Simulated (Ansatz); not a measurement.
The calculation's input:

```
crystal:
  lattice:
    - [3.5038816881, 0.0, 0.0]
    - [-1.751940844, 3.0344505538, 0.0]
    - [0.0, 0.0, 24.7677198395]
  atoms:
    - { symbol: Te, position: [0.3333333333, 0.6666666667, 0.1816881017] }
    - { symbol: Mo, position: [0.6666666667, 0.3333333333, 0.2550468917] }
    - { symbol: Te, position: [0.3333333333, 0.6666666667, 0.3284056818] }
    - { symbol: Te, position: [0.5, 1.3333333333, 0.468911147] }
    - { symbol: Mo, position: [0.8333333333, 1.0, 0.5422699371] }
    - { symbol: Te, position: [0.5, 1.3333333333, 0.6156287272] }
basis:
  ecutwfc: 420
kpoints:
  mp_grid: { grid: [9, 9, 1] }
hamiltonian:
  xc: pbe
  pseudopotentials: { kind: paw, azcp: { folder: soft_1 } }
  dispersion: d3bj
scf:
  occupations: { method: gaussian, width: 0.05 }
output:
  forces: true
  eigenvalues: true
  write_density: true
  write_potential: true
  elf: true
  volumetric_format: npy
efield:
  axis: 3
  dipole_correction: true
  ramp_width: 0.04
```

Command:

```sh
ansatz run input.yaml --threads 2 --pin off --max-ram 6144MiB --backend cpu --events-out ev --progress --plain --runs-dir out
```

A point of a scan over the structure, not its minimum; computed without spin polarisation; PAW files of the earlier set (soft_1).

Computed with DFT PBE+D3(BJ), scalar-relativistic, plane waves, PAW (Ansatz 0.2.0).

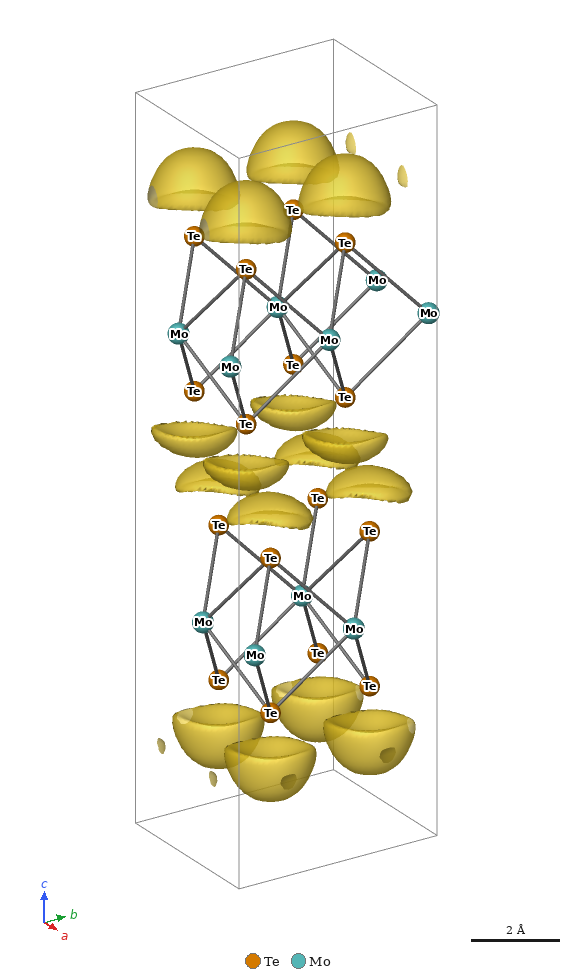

Te2Mo (slab). Isosurface of the ELF at 0.7 (yellow), seen slightly off an axis. Core shells and regions of very low density are left out. Sticks mark near contacts.

Core electrons are frozen (PAW), and the valence fields are smoothed inside the atomic spheres.

### Where are the electrons localised?

The ELF exceeds this value in four lobes on Te, pointing away from the bonds (lone pairs), counted in one cell of 6 atoms. Counts are for one cell; the picture repeats the cell along the surface. Profiles from the grid: Te–Mo (2.72 Å): the ELF is about 0.55 at the midpoint.

### Metal or insulator at this level of theory?

It is gapped, with a Kohn–Sham gap of 1.1 eV on the k-point mesh (the band edges may lie off the mesh, which would make the gap smaller).
